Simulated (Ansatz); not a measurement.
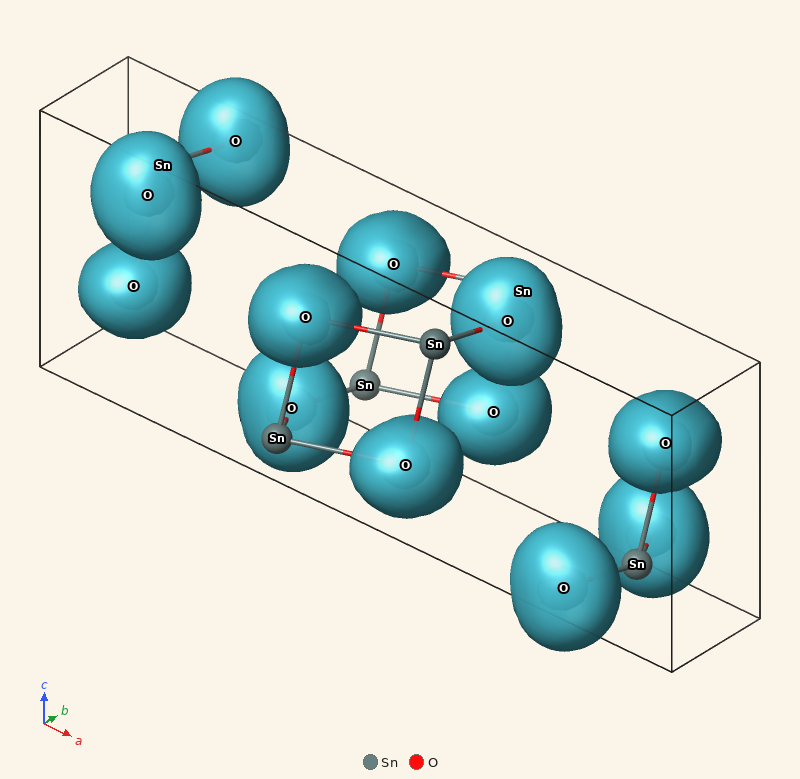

*SnO₂. Isosurface of the electron localisation function at 0.7 (cyan), seen slightly off an axis. Core shells and regions of very low density are left out. Sticks mark near contacts.*

Space group C2/m; a structure from a database of computed crystals, not necessarily the ambient phase; not relaxed (largest force 1.9 eV/Å).

Theory: DFT r2SCAN, scalar-relativistic, plane waves, PAW in Ansatz 0.2.0.

In a PAW calculation such maps are meaningful between the atoms, not at the nuclei.

Question: Identify the bonds, lone pairs and shells in this picture.

Answer: The ELF exceeds this value in eight regions wrapped around O (the valence shell of each), counted in one cell of 12 atoms. Regions shared between cells count once.

Values along the shortest contacts:
Sn–O (1.98 Å): the ELF peaks at about 0.80 in the valence shell of O, 0.6 Å from its nucleus, and is about 0.25 at the midpoint; no shared electron pair shows on this line. Sn–O (2.05 Å): the ELF peaks at about 0.80 in the valence shell of O, 0.6 Å from its nucleus, and is about 0.25 at the midpoint (no shared electron pair shows on this line).

Question: Does the calculation give a band gap?

Answer: It is gapped, with a Kohn–Sham gap of 2.1 eV on the k-point mesh, an upper bound to the gap of this method.
